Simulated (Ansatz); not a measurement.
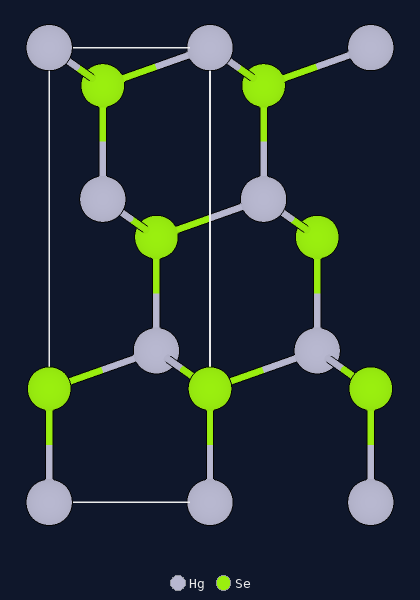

Projection along an edge of the hexagonal mesh, stacking direction [111] upwards. Every atom sits on one of the three columns of the mesh; call them A, B, C in the order in which they first turn up. The box is the hexagonal cell of the face-centred cubic lattice. The sequence starts with the first layer at or above the cell's origin.

The compound is HgSe, taken as the geometry relaxed with DFT PBE, scalar-relativistic, plane waves, PAW in Ansatz 0.2.0.

> Give the sequence of layers in one repeat, with element and column.

Hg(A) – Se(A) – Hg(B) – Se(B) – Hg(C) – Se(C) (six layers in 10.84 Å).

> How are the Se layers alone stacked?

Se layers alone: ABC, the cubic close-packed type.

> Which positions between or in the Se layers do the other atoms fill?

Hg: three tetrahedral sites in each hexagonal cell.

> What short polytype symbol fits?

Polytype symbol 3C, the symbol of a tetrahedral polytype (number of double layers in the repeat and lattice).

Heights of the layers:

```
layer  atoms (column)  height (Å)  to next (Å)
    1           Hg(A)        0.00         2.71
    2           Se(A)        2.71         0.90
    3           Hg(B)        3.61         2.71
    4           Se(B)        6.32         0.90
    5           Hg(C)        7.23         2.71
    6           Se(C)        9.94         0.90
```
